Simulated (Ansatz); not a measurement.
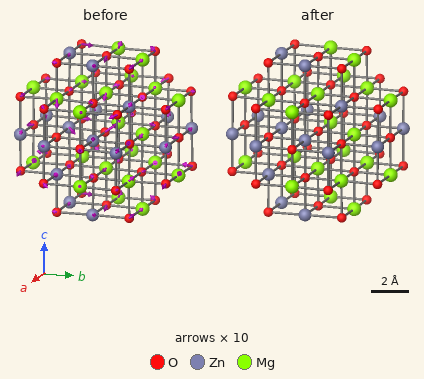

The structure of crystalline O32Zn12Mg20 (a generated structure, set up in P1) before (left) and after (right) a relaxation, at one scale. The purple arrows give the displacements, 10 times their true length.

The picture is a ball-and-stick view of the atoms within 5.8 Å of the atom that moves most (axes of the cell of the calculation), seen slightly off an axis.

All numbers below come from DFT, PBEsol, PAW, plane waves (Ansatz). Settings: plane-wave cutoff 420 eV; k-point mesh 1 × 1 × 1; mesh shifted by (0.25, 0.25, 0.25); no spin polarisation; cell relaxed at fixed shape; force threshold 0.03 eV/Å; at most 80 steps.

Question: Describe what moved and what it gained.

Answer: The largest move is that of an O atom, 0.084 Å roughly along [−1 1 1]. By element the largest moves are O 0.084 Å, Mg 0.063 Å, Zn 0.055 Å. The cell doesn't change. Some distances before and after: Mg–O 2.197 → 2.100 Å, O–Zn 2.050 → 2.139 Å, Mg–O 2.166 → 2.097 Å, Mg–O 2.186 → 2.119 Å. Bond angles that change, for instance: Zn–O–Mg 93.3° → 89.2°, O–Zn–O 86.5° → 90.1°, O–Mg–O 87.4° → 90.8°. The space group stays P1 (No. 1). The energy falls by 9.5 meV per atom in 4 geometry steps. Largest force component: 0.79 eV/Å at the start, 0.0098 eV/Å at the end. Pressure: 0.61 GPa at the start and −0.01 GPa at the end. The run took 6.2 s on 1 × NVIDIA GB300 Max-Q with 8 threads of Arm Neoverse-V2, peak memory 1.9 GiB.
